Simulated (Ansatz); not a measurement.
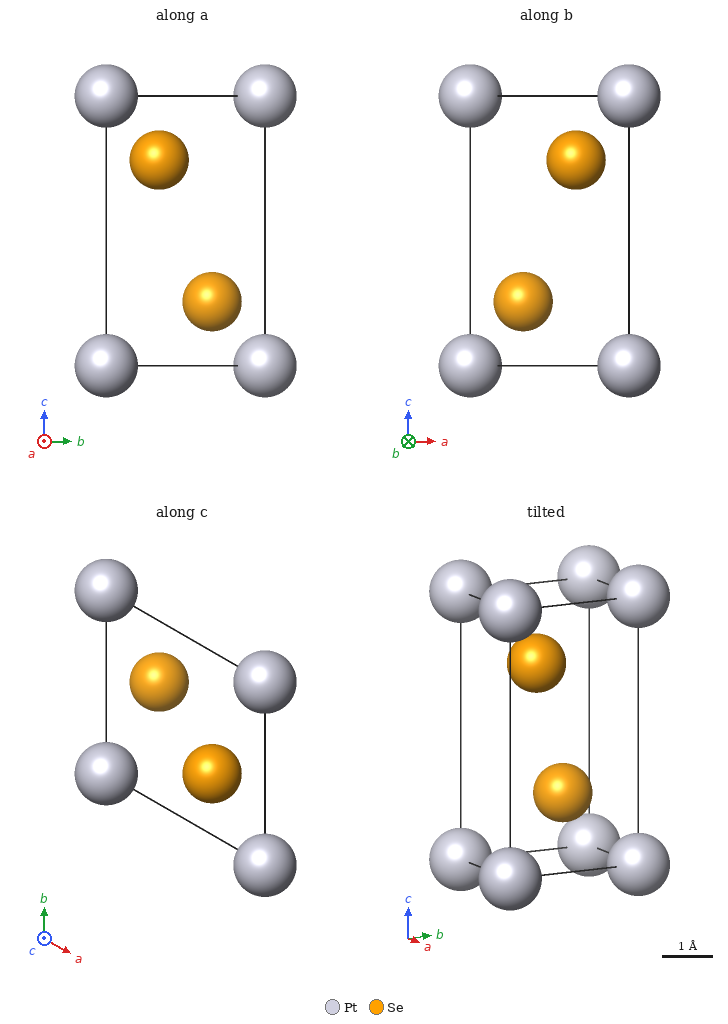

Shown here is a spheres-only view of the crystal, taken along the a axis, along the b axis, along the c axis and slightly off an axis. The lines enclose the conventional unit cell; boundary atoms appear with their images.

Lattice parameters: a = 3.729 Å, b = 3.729 Å, c = 5.488 Å, α = 90.00°, β = 90.00°, γ = 120.00°. Put a along x and b in the xy plane.

> Give the structure in the form of a POSCAR file, with free fractional coordinates to two decimals.

```
Pt Se
1.0
     3.729    0.000    0.000
    -1.864    3.229    0.000
     0.000    0.000    5.488
Pt Se
1 2
Direct
  0.00 0.00 0.00
  0.3333 0.6667 0.24
  0.6667 0.3333 0.76
```

Its origin is a structure type filled with these elements by a generator (whether the compound takes this form wasn't checked). The cell was then strained or its atoms displaced on purpose. It was the input of a calculation with Ansatz.
